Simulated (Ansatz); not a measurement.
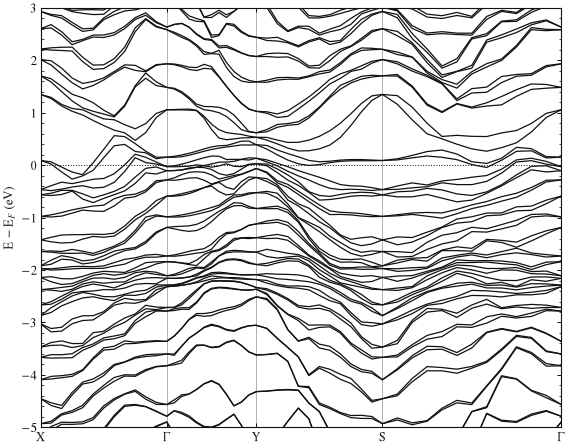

Band structure. Energies are counted from the Fermi level.

Structure: a (101) slab cut from Si2W (I4/mmm), ended by W above and Si below, 12 atoms in the cell.

Ansatz; DFT PBE, spin-orbit coupling, plane waves, PAW, 11×8×1 k mesh, 420 eV cutoff.

Does this material conduct, going by its bands?

A metal: bands cross the Fermi level along this path.

Which levels at X lie nearest to the Fermi level?

At X the nearest levels lie 0.47 eV below and 0.09 eV above the Fermi level.

By band count a gap could open at this filling. What closes it?

The last band that the electron count would fill rises to 0.21 eV above the Fermi level between X and Γ, leaving holes there, and the next band dips to 0.27 eV below it between X and Γ, holding electrons: an overlap of 0.47 eV.
